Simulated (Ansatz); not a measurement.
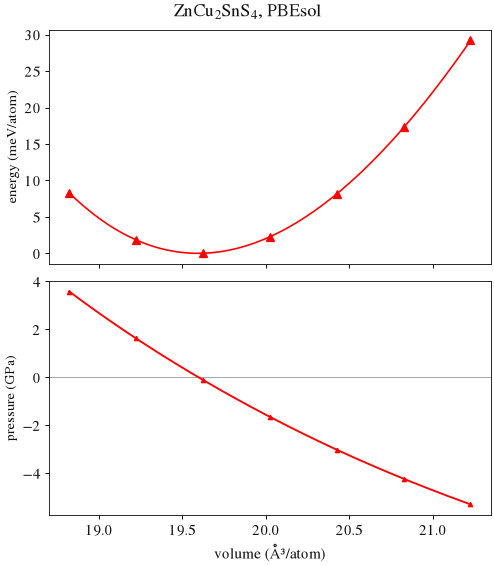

The figure shows the energy and pressure against volume for ZnCu₂SnS₄, space group I-4 (No. 82).

Structure:
```
CELL_PARAMETERS angstrom
-2.71710 2.71710 5.42480
2.71710 -2.71710 5.42480
2.71710 2.71710 -5.42480
ATOMIC_POSITIONS crystal
Sn 0.50000 0.50000 0.00000
Zn 0.25000 0.75000 0.50000
Cu 0.75000 0.25000 0.50000
Cu 0.00000 0.00000 0.00000
S 0.62799 0.62839 0.51280
S 0.88481 0.37201 0.00040
S 0.11559 0.11519 0.48720
S 0.37161 0.88441 0.99960
```

Method: all-electron LAPW DFT, no spin polarisation; energies at scaled volumes of the given cell, shape and fractions fixed, counted from the fit's minimum, third-order Birch-Murnaghan fit (Ansatz 0.2.0). Level: PBEsol.

- k mesh: 7×7×7
- occupations: Fermi–Dirac
- smearing width: 0.05 eV
- potentials: all electron LAPW, scalar relativistic
- program settings: basis error eV/atom 0.001

> How stiff is the solid, and where is its volume at rest?

A third-order Birch–Murnaghan fit gives V0 = 19.59 Å³/atom, B0 = 80.6 GPa and B′ = 4.9.

> How does the pressure vary with volume?

It falls from 3.58 GPa at volume 18.82 Å³/atom to −5.30 GPa at 21.23 Å³/atom, and changes sign near 19.60 Å³/atom.

Note: shape and atomic fractions are frozen while scaling, which makes layered, chain and framework solids too stiff.
